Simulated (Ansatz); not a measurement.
**Single-point calculation of Ru**

Ru (Cmcm, 2 atoms in the cell), computed with DFT PBE, scalar-relativistic, plane waves, PAW, no spin polarisation (Ansatz 0.2.0).

The structure derives from an entry of the Crystallography Open Database. It belongs to a series of runs on one base structure; here: atom 1 (Ru) moved by (+0.000, +0.450) A along x and y. Figures and captions count atoms from 1; the log counts them from 0 in places.

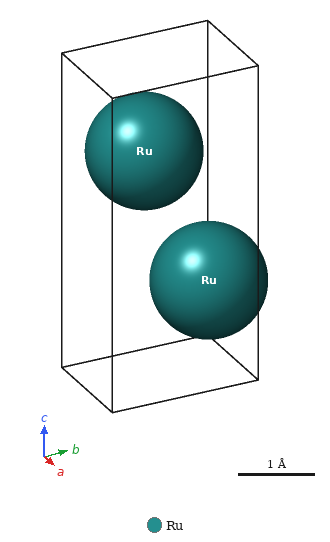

**Figure 1.** The structure (spheres-only view of the cell of the calculation, seen slightly off an axis). An atom can appear more than once, as a periodic image.

**The input**
```yaml
crystal:
  lattice:
    - [2.7057993342, 0.0, 0.0]
    - [-1.3528996671, 2.343290961, 0.0]
    - [0.0, 0.0, 4.2819]
  atoms:
    - { symbol: Ru, position: [0.4293521393, 0.8587042785, 0.25] }
    - { symbol: Ru, position: [0.6666666667, 0.3333333333, 0.75] }
basis:
  ecutwfc: 420
kpoints:
  mp_grid: { grid: [24, 24, 12] }
hamiltonian:
  xc: pbe
scf:
  occupations: { method: gaussian, width: 0.15 }
output:
  forces: true
  stress: true
  eigenvalues: true
  write_density: true
  write_potential: true
  elf: true
  volumetric_format: npy
```

Hardware: 1 thread of Intel Xeon (Sapphire Rapids), 32 GiB of memory available, shared host.

Launched with:
```bash
ansatz run input.yaml --threads 1 --pin off --max-ram 2560MiB --backend cpu --events-out ev --progress --plain --runs-dir out
```

**Log**
```
Engine: ansatz 0.2.0, x86_64-unknown-linux-gnu
Pseudopotentials: kind: paw
Pseudopotential: Ru, paw, valence charge 16, recommended cutoff 420 eV (normal), Ru.paw.azcp
Functional definition: PBE
  parameter kappa = 0.804
  parameter beta = 0.06672455060314922
  exchange = pbe_x(kappa = kappa, mu = beta*pi^2/3)
  correlation = pbe_c(beta = beta)
Crystal: 2 atoms, lattice volume = 27.149 Å³
Basis set: ecut = 420 eV, 537 PW (Γ), exchange–correlation on 40×40×60 points (8 copies of the dense FFT grid, shifted against one another)
Bands: 20, of which v1, the nominal top of the filled ones, is band 16 counted from 1 (15 counted from 0)
Symmetry: 8 space group operations
Space group: Cmcm (ITA 63), of the structure as read, at distance tolerance 3.0e-5 Å
k-points: 1099 of 6912
Non-local potential: Ru, projectors of the file, l = 0: 3, l = 1: 2, l = 2: 2, l = 3: 1
PAW form: soft (Blöchl's): semilocal exchange-correlation on the pseudo side does not see the compensation charge
PAW one-centre angular grid: Ru, 590 points (default); XC on 64 Gauss nodes
Initial density: superposition of atomic densities (neutral atoms: chi_scale 0, normalization atom), corrected by the library's trained network
Initial wavefunctions: pseudopotential atomic-orbital guess
Functional: x = pbe(κ = 0.804, μ = 0.2195149727645171), c = pbe(β = 0.06672455060314922)
SCF iter   1: F=—  HF=-11756.764938 eV  |F-HF|=—  |Δ(HF+E_count)|=         —  Δρ=7.85e-3  dr2=3.58e-3  ethr=1.77e-3  ⟨swp⟩=4.9  Hψ=84564  notcnv=0
preconditioner: auto → none  [metal: Δε(μ)=0.002 eV  Ē_g=5.875 eV  σ=0.150 eV  W_gap=0.01  n_scr=8 (ndim 8)  ℏωp=28.5 eV  f_vac=0.000  D(μ)=2.20/eV (n_scr^D=22)  sad-step TF]
SCF iter   2: F=—  HF=-11756.766479 eV  |F-HF|=—  |Δ(HF+E_count)|=   1.54e-3  Δρ=4.45e-3  dr2=1.22e-3  ethr=1.12e-5  ⟨swp⟩=2.0  Hψ=46980  notcnv=0
SCF iter   3: F=—  HF=-11756.767110 eV  |F-HF|=—  |Δ(HF+E_count)|=   6.31e-4  Δρ=3.70e-4  dr2=2.02e-5  ethr=3.82e-6  ⟨swp⟩=2.4  Hψ=29539  notcnv=0
SCF iter   4: F=—  HF=-11756.767071 eV  |F-HF|=—  |Δ(HF+E_count)|=   3.90e-5  Δρ=1.39e-4  dr2=1.11e-6  ethr=6.32e-8  ⟨swp⟩=2.2  Hψ=35266  notcnv=0
iter 5 did not close the SCF: its close was put off for the readings that it lacked (scf_convergence_deferred on its scf_iter line)
SCF iter   5: F=-11756.767072 eV  HF=-11756.767072 eV  |F-HF|=2.04e-9  |Δ(HF+E_count)|=   6.57e-7  Δρ=2.04e-5  dr2=3.57e-8  ethr=3.46e-9  ⟨swp⟩=2.0  Hψ=39644  notcnv=0
SCF iter   6: F=-11756.767072 eV  HF=-11756.767072 eV  |F-HF|=1.74e-9  |Δ(HF+E_count)|=   1.06e-8  Δρ=4.96e-6  dr2=2.91e-9  ethr=1.11e-10  ⟨swp⟩=5.6  Hψ=134685  notcnv=0
SCF 1 converged in 6 iterations: F = -11756.767072 eV  dr2 = 2.91e-9
  greatest PAW one-centre occupation: 0.998 electrons in one spin orbital (limit 2), on the Ru atom at site 1 (counted from 0), in its partial waves of l = 0
```

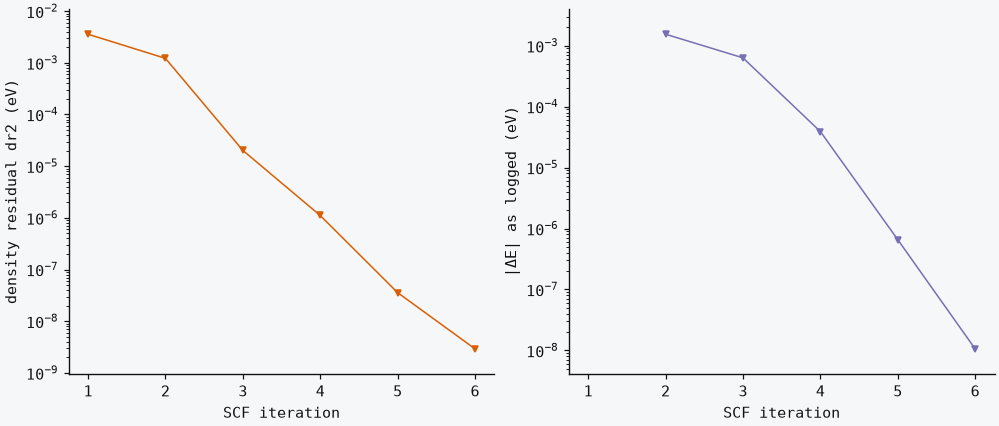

**Figure 2.** Convergence of the self-consistent field: density residual dr2 and size of the energy change against the SCF iteration. The residual falls at every step.

```
SCF converged after 6 iterations
Free energy (F): -11756.767072 eV
Harris-Foulkes:  -11756.767072 eV  (|F-HF|=1.74e-9)
Internal energy: -11756.742256 eV  (E = F + TS)
E sigma→0 (E₀):  -11756.754664 eV
Entropy (-TS):   -0.024816 eV (-12.408 meV/atom)
Fermi energy:    23.655143 eV
--- Per-component energies (eV) ---
  E_band       = -104.908831
  E_kinetic    = 1031.481751
  E_local      = -2541.208291  (includes V_loc(G=0)·N_el)
  E_nonlocal   = 687.397221
  E_hartree    = 820.522744
  E_xc         = -381.829578
  E_vxc        = -479.443401  (∫ρ·V_xc dr)
  E_paw        = -6922.055725  (= ΣΔE_a)
  E_vpaw       = -444.179976  (= ΣTr[D̂ρ^β])
  E_aug_tail   = -0.000349  (compensation charges beyond the density's cutoff)
  E_ewald      = -4451.050029
  E_smearing   = -0.024816  (= −TS)
  E_closure    = 0.000000  (closes the sum)
  Σ components = -11756.767072   (vs F -11756.767072, Δ=0.00e0)
--- Forces (eV/Å), atoms counted from 1 ---
  atom   1  Ru     0.00000000    -2.40609329     0.00000000
  atom   2  Ru     0.00000000     2.40609329     0.00000000
  max |Σ_I F_I| component: 0.00e0 eV/Å
--- Stress (GPa, compression-positive) ---
        1.271503       0.000000       0.000000
        0.000000      17.525351       0.000000
        0.000000       0.000000      24.700992
  P = ⅓ Tr σ = 14.4993 GPa (144.993 kbar)
--- Band table (eV; the first three rows and the last of 1099) ---
  k-point 0: bands = ["-49.5770", "-49.3093", "-20.2786", "-19.1727", "-18.9734", "-18.9315", "-18.9159", "-18.8028", "15.5810", "17.5391", "20.1338", "21.0625", "21.2424", "21.3263", "21.6009", "22.2458", "23.1350", "23.6841", "24.8586", "25.2362"]
  k-point 1: bands = ["-49.5726", "-49.3140", "-20.2566", "-19.1768", "-18.9726", "-18.9322", "-18.9182", "-18.8207", "15.6590", "17.5442", "20.1139", "21.0326", "21.1849", "21.2744", "21.7073", "22.1961", "23.2235", "23.7477", "24.6075", "25.2086"]
  k-point 2: bands = ["-49.5594", "-49.3276", "-20.1921", "-19.1936", "-18.9705", "-18.9342", "-18.9247", "-18.8680", "15.8863", "17.5587", "20.0613", "20.9971", "21.0487", "21.1439", "21.9522", "22.0616", "23.4475", "23.9081", "23.9700", "25.1174"]
  k-point 1098: bands = ["-49.3383", "-49.3383", "-19.7827", "-19.7827", "-19.5197", "-19.5197", "-19.0589", "-19.0589", "18.3469", "18.3469", "19.5240", "19.5240", "20.5605", "20.5605", "22.8456", "22.8456", "25.4009", "25.4009", "28.8563", "28.8563"]
```

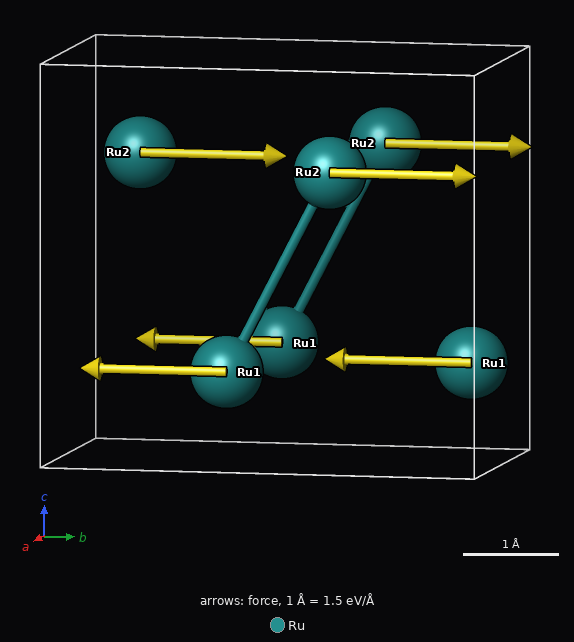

**Figure 3.** Forces on the atoms as yellow arrows (ball-and-stick view of the cell 2 times as large as that of the calculation, set on its symmetry axes, seen slightly off an axis; atoms are numbered from 1 in the order of the input). The largest act on Ru1, Ru2 (2.41 eV/Å). The geometry is not a stationary point of this energy.

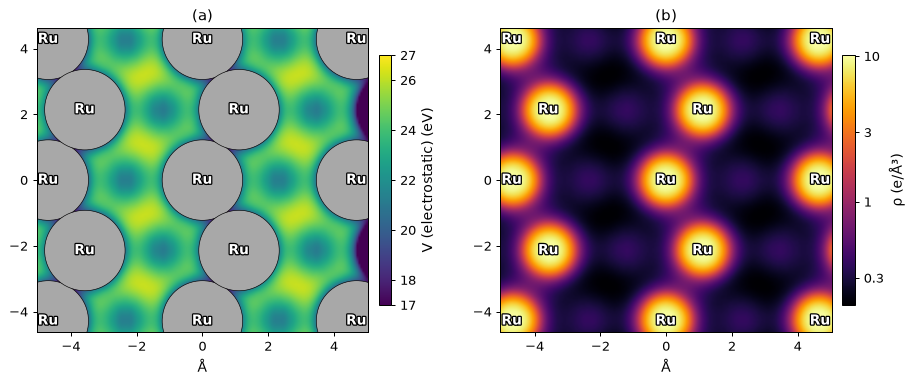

**Figure 4.** (a) electrostatic potential (local pseudopotential plus Hartree) felt by an electron; (b) valence pseudo-density on the (100) plane of the conventional cell. Grey discs, where drawn, cover atomic cores. Ru–Ru (2.41 Å): the density is about 0.67 e/Å³ at the midpoint. Away from the nuclei the density in this plane falls to 0.2 e/Å³ at its lowest. Outside the cores the potential energy rises away from the atoms and is highest about 1.8 Å from the nearest atoms; outside the discs it spans about 8 eV, and its zero is arbitrary. The fields are those of the smooth PAW valence density.

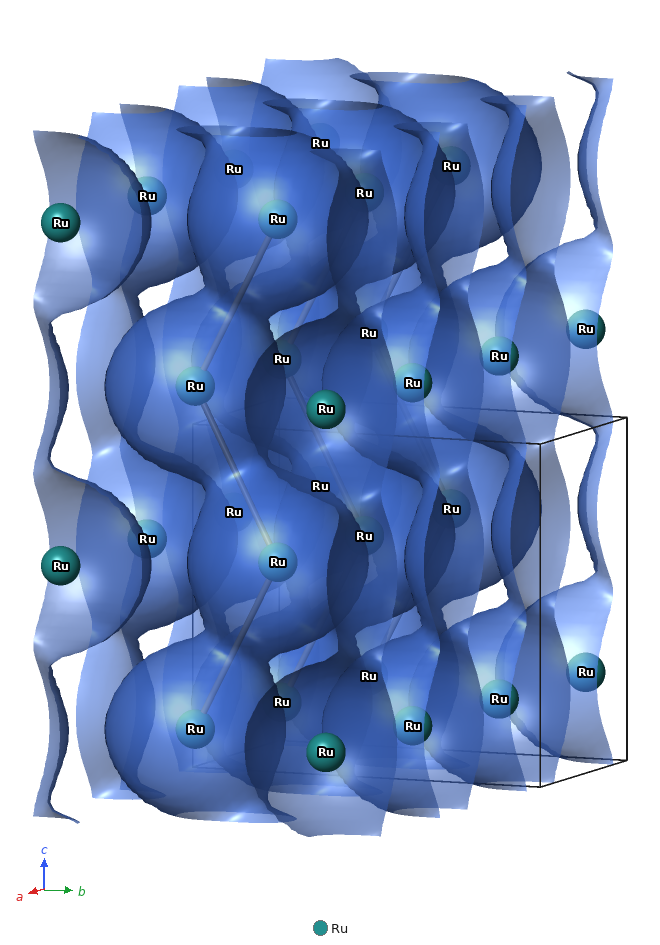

**Figure 5.** Isosurface of the valence pseudo-density at 0.5 e/Å³ (blue), seen slightly off an axis. Sticks mark near contacts. The outline is the cell set on symmetry axes. At this value the density is joined into chains; it holds about 85 % of the electrons treated as valence (semicore included). On the grid the lowest density along these lines, outside the cores, is 0.67 e/Å³ (Ru–Ru, 2.41 Å).

**Key numbers**

| quantity | value |
| --- | --- |
| outcome | converged |
| space group (tolerance 0.01 Å) | Cmcm (63) |
| electrons treated | 32 |
| free energy | −11756.7671 eV |
| Fermi energy | 23.655 eV |
| gap on the k-point mesh | none (metallic) |
| pressure | 14.50 GPa |
| largest force (length of the vector) | 2.406 eV/Å |
| wall time | 22 s |
| peak memory | 0.74 GiB |
